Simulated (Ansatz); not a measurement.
**Ni: geometry relaxation (part 1 of 2)**

- system: Ni (Fm-3m, 1 atom in the cell)
- method: DFT, PBE, PAW with Ansatz's default frozen-core files, scalar-relativistic, spin-polarised (Ansatz 0.2.0)

The structure was built on a prototype by a generator; it need not be a known phase. It belongs to a series of runs on one base structure; here: bulk cell relaxed. Figures and captions count atoms from 1; the log counts them from 0 in places.

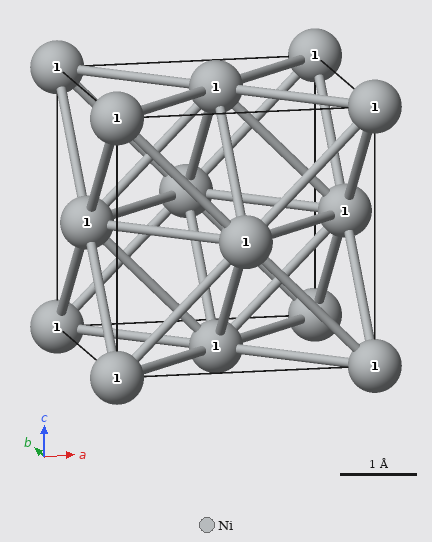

*The structure as given in the input (ball-and-stick view of the cell 4 times as large as that of the calculation, set on its symmetry axes, seen slightly off an axis; atoms are numbered from 1 in the order of the input).*

Near neighbours in the crystal (not all of them lie inside the picture): Ni has 12 Ni at 2.49 Å.

**Input**
```yaml
crystal:
  lattice:
    - [0.0, 1.7597012234, 1.7597012234]
    - [1.7597012234, 0.0, 1.7597012234]
    - [1.7597012234, 1.7597012234, 0.0]
  atoms:
    - { symbol: Ni, position: [0.0, 0.0, 0.0], spin: 1.0 }
magnetization:
  spin_polarized: true
kpoints:
  mp_grid: { grid: [21, 21, 21] }
scf:
  occupations: { method: fermi_dirac, width: 0.05 }
hamiltonian:
  xc: pbe
  pseudopotentials: { kind: paw }
output:
  forces: true
  stress: true
  write_density: true
  write_potential: true
  elf: true
  volumetric_format: npy
relax:
  f_tol: 0.005
  max_steps: 40
  cell: {}
```

Launch command:
```bash
ansatz run input.yaml --threads 2 --pin off --max-ram 6144MiB --backend cpu --events-out ev --progress --plain --runs-dir out
```

**Output**
```
Engine: ansatz 0.2.0, aarch64-unknown-linux-gnu
Pseudopotentials: kind: paw
Pseudopotential: Ni, paw, valence charge 18, recommended cutoff 420 eV (normal), Ni.paw.azcp
Functional definition: PBE
  parameter kappa = 0.804
  parameter beta = 0.06672455060314922
  exchange = pbe_x(kappa = kappa, mu = beta*pi^2/3)
  correlation = pbe_c(beta = beta)
Crystal: 1 atoms, lattice volume = 10.898 Å³
Basis set: ecut = 420 eV, 181 PW (Γ), exchange–correlation on 36×36×36 points (8 copies of the dense FFT grid, shifted against one another)
Bands: 14, of which v1, the nominal top of the filled ones, is band 9 counted from 1 (8 counted from 0)
Symmetry: 48 space group operations
Space group: Fm-3m (ITA 225), of the structure as read, at distance tolerance 2.2e-5 Å
Magnetic group: BNS 225.116 (UNI 1618), of the structure as read, at distance tolerance 2.2e-5 Å
k-points: 286 of 9261
Non-local potential: Ni, projectors of the file, l = 0: 3, l = 1: 2, l = 2: 3, l = 3: 1
PAW form: soft (Blöchl's): semilocal exchange-correlation on the pseudo side does not see the compensation charge
PAW one-centre angular grid: Ni, 590 points (default); XC on 64 Gauss nodes
Initial density: superposition of atomic densities (chi_scale 0.1, normalization cell)
Starting moments: Σ|m| = 1 μB on 1 of 1 site
Initial wavefunctions: pseudopotential atomic-orbital guess
Functional: x = pbe(κ = 0.804, μ = 0.2195149727645171), c = pbe(β = 0.06672455060314922)
SCF iter   1: F=—  HF=-5839.016582 eV  |F-HF|=—  |Δ(HF+E_count)|=         —  Δρ=6.65e-2 (↑3.63e-2 ↓6.65e-2)  dr2=6.90e-1  dr2_m=2.63e-2  M=0.902 μB ∫|m|=0.972 μB  β_m=0.30  ethr=3.10e-3  ⟨swp⟩=5.7  Hψ=42391  notcnv=0
Mixer restart at iter 1: flushing history
preconditioner: auto → none  [metal: Δε(μ)=0.002 eV  Ē_g=15.896 eV  σ=0.050 eV  W_gap=0.01  n_scr=0 (ndim 8)  ℏωp=35.6 eV  f_vac=0.000  D(μ)=1.61/eV (n_scr^D=26)]
SCF iter   2: F=—  HF=-5838.871368 eV  |F-HF|=—  |Δ(HF+E_count)|=   1.45e-1  Δρ=3.90e-2 (↑3.90e-2 ↓3.75e-2)  dr2=2.81e-1  dr2_m=6.36e-3  M=0.833 μB ∫|m|=0.910 μB  β_m=0.24  ethr=3.10e-3  ⟨swp⟩=2.6  Hψ=17023  notcnv=0  defer=193
SCF iter   3: F=—  HF=-5839.041623 eV  |F-HF|=—  |Δ(HF+E_count)|=         —  Δρ=2.66e-2 (↑1.00e-2 ↓2.66e-2)  dr2=3.11e-2  dr2_m=1.99e-2  M=0.766 μB ∫|m|=0.835 μB  β_m=0.24  ethr=1.56e-3  ⟨swp⟩=2.5  Hψ=13704  notcnv=0  defer=193
Mixer restart at iter 3: flushing history
SCF iter   4: F=—  HF=-5839.266152 eV  |F-HF|=—  |Δ(HF+E_count)|=   2.25e-1  Δρ=2.13e-2 (↑7.69e-3 ↓2.13e-2)  dr2=1.68e-2  dr2_m=1.55e-2  M=0.751 μB ∫|m|=0.826 μB  β_m=0.62  ethr=1.73e-4  ⟨swp⟩=2.5  Hψ=13743  notcnv=0  defer=194
SCF iter   5: F=—  HF=-5839.714701 eV  |F-HF|=—  |Δ(HF+E_count)|=   4.49e-1  Δρ=2.66e-2 (↑5.06e-3 ↓2.66e-2)  dr2=5.62e-2  dr2_m=1.52e-2  M=0.652 μB ∫|m|=0.743 μB  β_m=0.49  ethr=9.34e-5  ⟨swp⟩=2.3  Hψ=15787  notcnv=0  defer=198
SCF iter   6: F=-5839.682139 eV  HF=-5839.730603 eV  |F-HF|=4.85e-2  |Δ(HF+E_count)|=   1.59e-2  Δρ=1.87e-2 (↑1.87e-2 ↓1.52e-2)  dr2=6.75e-2  dr2_m=3.31e-4  M=0.630 μB ∫|m|=0.728 μB  β_m=0.57  ethr=9.34e-5  ⟨swp⟩=2.9  Hψ=20241  notcnv=0  defer=241
SCF iter   7: F=-5839.723850 eV  HF=-5839.707540 eV  |F-HF|=1.63e-2  |Δ(HF+E_count)|=   2.31e-2  Δρ=6.03e-3 (↑4.73e-3 ↓6.03e-3)  dr2=6.69e-3  dr2_m=2.14e-4  M=0.608 μB ∫|m|=0.705 μB  β_m=0.72  ethr=9.34e-5  ⟨swp⟩=2.5  Hψ=14125  notcnv=0  defer=255
SCF iter   8: F=-5839.727434 eV  HF=-5839.727402 eV  |F-HF|=3.21e-5  |Δ(HF+E_count)|=   1.99e-2  Δρ=1.07e-3 (↑8.38e-4 ↓1.07e-3)  dr2=4.31e-6  dr2_m=9.03e-5  M=0.631 μB ∫|m|=0.723 μB  β_m=0.86  ethr=3.72e-5  ⟨swp⟩=2.1  Hψ=13772  notcnv=0  defer=255
SCF iter   9: F=-5839.727446 eV  HF=-5839.727450 eV  |F-HF|=3.79e-6  |Δ(HF+E_count)|=   4.79e-5  Δρ=1.98e-4 (↑1.76e-4 ↓1.98e-4)  dr2=9.79e-6  dr2_m=5.43e-8  M=0.629 μB ∫|m|=0.721 μB  β_m=0.91  ethr=2.39e-8  ⟨swp⟩=2.0  Hψ=14981  notcnv=0  defer=255
SCF iter  10: F=-5839.727451 eV  HF=-5839.727451 eV  |F-HF|=1.37e-7  |Δ(HF+E_count)|=   1.07e-6  Δρ=3.76e-5 (↑2.55e-5 ↓3.76e-5)  dr2=2.45e-7  dr2_m=5.68e-9  M=0.629 μB ∫|m|=0.721 μB  β_m=0.94  ethr=2.39e-8  ⟨swp⟩=2.0  Hψ=10332  notcnv=0  defer=255
SCF iter  11: F=-5839.727451 eV  HF=-5839.727451 eV  |F-HF|=8.19e-12  |Δ(HF+E_count)|=   1.19e-8  Δρ=2.96e-6 (↑1.04e-6 ↓2.96e-6)  dr2=9.15e-10  dr2_m=1.48e-10  M=0.629 μB ∫|m|=0.721 μB  β_m=0.97  ethr=1.36e-9  ⟨swp⟩=2.5  Hψ=11070  notcnv=0  defer=255
SCF iter  12: F=-5839.727451 eV  HF=-5839.727451 eV  |F-HF|=1.06e-10  |Δ(HF+E_count)|=  7.73e-10  Δρ=9.95e-7 (↑4.69e-7 ↓9.95e-7)  dr2=1.38e-10  dr2_m=8.74e-12  M=0.629 μB ∫|m|=0.721 μB  ethr=5.08e-12  ⟨swp⟩=4.1  Hψ=37400  notcnv=0
at 1 of the mixer's solves, the last at iteration 5, it left a direction of its history that read negative out of its fit and stepped the other way along it
SCF 1 converged in 12 iterations: F = -5839.727451 eV  dr2 = 1.38e-10
  greatest PAW one-centre occupation: 1.001 electrons in one spin orbital (limit 2), on the Ni atom at site 0 (counted from 0), in its partial waves of l = 1
relax step   1: F+E_penalty+E_count = -5839.72745084 eV  Δ(F+E_penalty+E_count) = +0.000e0 eV  max|allowed force component| = 0.000e0 eV/Å  Δτ_max = 0.0000 Å  P = -0.130 GPa  Ω = 10.898 Å³  (12 SCF iters, dr2 threshold 1.00e-7 eV, accepted)
Crystal: 1 atoms, lattice volume = 10.894 Å³
Initial density: handed on by an earlier stage of this run
Starting moments: Σ|m| = 1 μB on 1 of 1 site; this step starts from the density that it was given
Initial wavefunctions: those handed on with the density
iter 1 solved again at ethr=4.92e-9 eV; its pass at ethr=3.10e-3 eV (dr2=8.85e-7 eV) is discarded
SCF iter   1: F=—  HF=-5839.727454 eV  |F-HF|=—  |Δ(HF+E_count)|=         —  Δρ=6.17e-5 (↑6.17e-5 ↓5.10e-5)  dr2=8.11e-7  dr2_m=7.04e-9  M=0.629 μB ∫|m|=0.721 μB  β_m=0.65  ethr=4.92e-9  ⟨swp⟩=2.3  Hψ=49500  notcnv=0
preconditioner: auto → none  [metal: Δε(μ)=0.003 eV  Ē_g=16.695 eV  σ=0.050 eV  W_gap=0.02  n_scr=0 (ndim 8)  ℏωp=35.6 eV  f_vac=0.000  D(μ)=1.76/eV (n_scr^D=26)]
SCF iter   2: F=—  HF=-5839.727455 eV  |F-HF|=—  |Δ(HF+E_count)|=   4.02e-7  Δρ=1.08e-4 (↑8.18e-5 ↓1.08e-4)  dr2=2.02e-6  dr2_m=2.05e-8  M=0.629 μB ∫|m|=0.720 μB  β_m=0.30  ethr=4.51e-9  ⟨swp⟩=2.1  Hψ=12725  notcnv=0
SCF iter   3: F=—  HF=-5839.727454 eV  |F-HF|=—  |Δ(HF+E_count)|=   6.48e-7  Δρ=1.05e-5 (↑1.05e-5 ↓1.01e-5)  dr2=1.51e-9  dr2_m=9.68e-9  M=0.629 μB ∫|m|=0.721 μB  β_m=0.58  ethr=4.51e-9  ⟨swp⟩=2.1  Hψ=11203  notcnv=0
SCF iter   4: F=—  HF=-5839.727454 eV  |F-HF|=—  |Δ(HF+E_count)|=   8.57e-8  Δρ=1.60e-5 (↑3.12e-6 ↓1.60e-5)  dr2=1.44e-8  dr2_m=7.95e-9  M=0.629 μB ∫|m|=0.720 μB  β_m=0.58  ethr=8.37e-12  ⟨swp⟩=2.0  Hψ=13388  notcnv=0
SCF iter   5: F=—  HF=-5839.727454 eV  |F-HF|=—  |Δ(HF+E_count)|=   3.39e-8  Δρ=1.38e-5 (↑3.54e-6 ↓1.38e-5)  dr2=1.47e-8  dr2_m=5.18e-9  M=0.629 μB ∫|m|=0.720 μB  β_m=0.53  ethr=8.37e-12  ⟨swp⟩=3.4  Hψ=17088  notcnv=0
SCF iter   6: F=—  HF=-5839.727454 eV  |F-HF|=—  |Δ(HF+E_count)|=   5.57e-8  Δρ=8.04e-6 (↑2.13e-6 ↓8.04e-6)  dr2=5.70e-9  dr2_m=1.43e-9  M=0.629 μB ∫|m|=0.720 μB  β_m=0.76  ethr=8.37e-12  ⟨swp⟩=2.0  Hψ=13361  notcnv=0
SCF iter   7: F=-5839.727454 eV  HF=-5839.727454 eV  |F-HF|=2.84e-9  |Δ(HF+E_count)|=   2.10e-8  Δρ=5.81e-6 (↑2.03e-6 ↓5.81e-6)  dr2=3.87e-9  dr2_m=4.41e-10  M=0.629 μB ∫|m|=0.720 μB  ethr=8.37e-12  ⟨swp⟩=4.1  Hψ=39373  notcnv=0
SCF 2 converged in 7 iterations: F = -5839.727454 eV  dr2 = 3.87e-9
relax step   2: F+E_penalty+E_count = -5839.72745426 eV  Δ(F+E_penalty+E_count) = -3.425e-6 eV  max|allowed force component| = 0.000e0 eV/Å  Δτ_max = 0.0000 Å  P = -0.067 GPa  Ω = 10.894 Å³  energy of the carried Pulay correction = +1.266e-6 eV  (7 SCF iters, dr2 threshold 4.22e-8 eV, accepted)
Crystal: 1 atoms, lattice volume = 10.891 Å³
iter 1 solved again at ethr=5.80e-9 eV; its pass at ethr=3.10e-3 eV (dr2=1.04e-6 eV) is discarded
SCF iter   1: F=—  HF=-5839.727457 eV  |F-HF|=—  |Δ(HF+E_count)|=         —  Δρ=6.62e-5 (↑6.62e-5 ↓5.62e-5)  dr2=9.59e-7  dr2_m=6.77e-9  M=0.629 μB ∫|m|=0.720 μB  β_m=0.65  ethr=5.80e-9  ⟨swp⟩=2.3  Hψ=49255  notcnv=0
preconditioner: auto → none  [metal: Δε(μ)=0.003 eV  Ē_g=16.702 eV  σ=0.050 eV  W_gap=0.01  n_scr=0 (ndim 8)  ℏωp=35.6 eV  f_vac=0.000  D(μ)=1.76/eV (n_scr^D=26)]
SCF iter   2: F=—  HF=-5839.727457 eV  |F-HF|=—  |Δ(HF+E_count)|=   4.59e-7  Δρ=1.15e-4 (↑8.89e-5 ↓1.15e-4)  dr2=2.35e-6  dr2_m=2.15e-8  M=0.629 μB ∫|m|=0.720 μB  β_m=0.30  ethr=5.33e-9  ⟨swp⟩=2.1  Hψ=12715  notcnv=0
SCF iter   3: F=—  HF=-5839.727456 eV  |F-HF|=—  |Δ(HF+E_count)|=   7.56e-7  Δρ=1.08e-5 (↑1.08e-5 ↓9.78e-6)  dr2=2.10e-9  dr2_m=9.53e-9  M=0.629 μB ∫|m|=0.720 μB  β_m=0.56  ethr=5.33e-9  ⟨swp⟩=2.1  Hψ=11203  notcnv=0
SCF iter   4: F=—  HF=-5839.727456 eV  |F-HF|=—  |Δ(HF+E_count)|=   8.40e-8  Δρ=1.59e-5 (↑3.36e-6 ↓1.59e-5)  dr2=1.35e-8  dr2_m=8.26e-9  M=0.629 μB ∫|m|=0.720 μB  β_m=0.56  ethr=1.17e-11  ⟨swp⟩=2.0  Hψ=13380  notcnv=0
SCF iter   5: F=—  HF=-5839.727456 eV  |F-HF|=—  |Δ(HF+E_count)|=   2.53e-8  Δρ=1.21e-5 (↑3.33e-6 ↓1.21e-5)  dr2=1.10e-8  dr2_m=4.19e-9  M=0.628 μB ∫|m|=0.720 μB  β_m=0.48  ethr=1.17e-11  ⟨swp⟩=3.2  Hψ=16429  notcnv=0
SCF iter   6: F=—  HF=-5839.727456 eV  |F-HF|=—  |Δ(HF+E_count)|=   5.34e-8  Δρ=6.77e-6 (↑1.91e-6 ↓6.77e-6)  dr2=3.97e-9  dr2_m=1.06e-9  M=0.629 μB ∫|m|=0.720 μB  β_m=0.74  ethr=1.17e-11  ⟨swp⟩=2.1  Hψ=12785  notcnv=0
SCF iter   7: F=-5839.727456 eV  HF=-5839.727456 eV  |F-HF|=1.71e-9  |Δ(HF+E_count)|=   1.83e-8  Δρ=4.47e-6 (↑1.63e-6 ↓4.47e-6)  dr2=2.34e-9  dr2_m=2.54e-10  M=0.629 μB ∫|m|=0.720 μB  ethr=1.17e-11  ⟨swp⟩=4.8  Hψ=39299  notcnv=0
SCF 3 converged in 7 iterations: F = -5839.727456 eV  dr2 = 2.34e-9
relax step   3: F+E_penalty+E_count = -5839.72745639 eV  Δ(F+E_penalty+E_count) = -2.129e-6 eV  max|allowed force component| = 0.000e0 eV/Å  Δτ_max = 0.0000 Å  P = +0.001 GPa  Ω = 10.891 Å³  energy of the carried Pulay correction = +2.624e-6 eV  (7 SCF iters, dr2 threshold 1.13e-8 eV, accepted)
Initial wavefunctions: pseudopotential atomic-orbital guess (no wavefunctions were taken with the density)
iter 1 solved again at ethr=1.39e-7 eV; its pass at ethr=3.10e-3 eV (dr2=2.50e-5 eV) is discarded
SCF iter   1: F=—  HF=-5839.727452 eV  |F-HF|=—  |Δ(HF+E_count)|=         —  Δρ=4.09e-6 (↑1.16e-6 ↓4.09e-6)  dr2=1.72e-9  dr2_m=2.92e-10  M=0.629 μB ∫|m|=0.720 μB  β_m=0.65  ethr=1.39e-7  ⟨swp⟩=2.5  Hψ=59944  notcnv=0
eigensolver tolerance schedule: the retry pair's looser diagonalisation over-reported the residual by 14537.66 of it (diagonalisation noise at 1.87 of the residual, at the tolerance the schedule requests for it); recorded, not acted on — ethr = c·dr2/N_el stays at c = 1.0e-1
preconditioner: auto → none  [metal: Δε(μ)=0.003 eV  Ē_g=16.703 eV  σ=0.050 eV  W_gap=0.01  n_scr=0 (ndim 8)  ℏωp=35.6 eV  f_vac=0.000  D(μ)=1.76/eV (n_scr^D=26)]
SCF iter   2: F=—  HF=-5839.727452 eV  |F-HF|=—  |Δ(HF+E_count)|=   4.42e-7  Δρ=3.20e-6 (↑3.20e-6 ↓2.50e-6)  dr2=1.66e-9  dr2_m=1.66e-11  M=0.629 μB ∫|m|=0.720 μB  β_m=0.38  ethr=9.55e-12  ⟨swp⟩=3.1  Hψ=16374  notcnv=0
SCF iter   3: F=—  HF=-5839.727452 eV  |F-HF|=—  |Δ(HF+E_count)|=  7.52e-10  Δρ=1.73e-6 (↑5.77e-7 ↓1.73e-6)  dr2=3.26e-10  dr2_m=4.47e-11  M=0.629 μB ∫|m|=0.720 μB  β_m=0.43  ethr=9.21e-12  ⟨swp⟩=2.1  Hψ=11148  notcnv=0
SCF iter   4: F=—  HF=-5839.727452 eV  |F-HF|=—  |Δ(HF+E_count)|=    0.00e0  Δρ=9.98e-7 (↑4.21e-7 ↓9.98e-7)  dr2=1.17e-10  dr2_m=1.01e-11  M=0.629 μB ∫|m|=0.720 μB  β_m=0.39  ethr=1.81e-12  ⟨swp⟩=1.0  Hψ=8008  notcnv=0
SCF iter   5: F=—  HF=-5839.727452 eV  |F-HF|=—  |Δ(HF+E_count)|=  1.55e-11  Δρ=4.45e-7 (↑1.94e-7 ↓4.45e-7)  dr2=2.11e-11  dr2_m=1.93e-12  M=0.629 μB ∫|m|=0.720 μB  β_m=0.69  ethr=1.00e-12  ⟨swp⟩=1.0  Hψ=8008  notcnv=0
SCF iter   6: F=—  HF=-5839.727452 eV  |F-HF|=—  |Δ(HF+E_count)|=  1.82e-12  Δρ=1.39e-7 (↑8.53e-8 ↓1.39e-7)  dr2=2.19e-13  dr2_m=1.24e-12  M=0.629 μB ∫|m|=0.720 μB  β_m=0.85  ethr=1.00e-12  ⟨swp⟩=1.0  Hψ=8008  notcnv=0
SCF iter   7: F=-5839.727452 eV  HF=-5839.727452 eV  |F-HF|=9.09e-13  |Δ(HF+E_count)|=  2.73e-12  Δρ=1.29e-7 (↑6.31e-8 ↓1.29e-7)  dr2=2.08e-12  dr2_m=1.59e-13  M=0.629 μB ∫|m|=0.720 μB  ethr=1.00e-12  ⟨swp⟩=3.3  Hψ=29257  notcnv=0
SCF 4 converged in 7 iterations: F = -5839.727452 eV  dr2 = 2.08e-12
relax step   4: F+E_penalty+E_count = -5839.72745236 eV  Δ(F+E_penalty+E_count) = +4.035e-6 eV  max|allowed force component| = 0.000e0 eV/Å  Δτ_max = 0.0000 Å  P = +0.003 GPa  Ω = 10.891 Å³  stress off target by 2.76e-3 GPa  SCF on the basis re-selected at this cell (its energy is not comparable with the rows above)  (7 SCF iters)
```
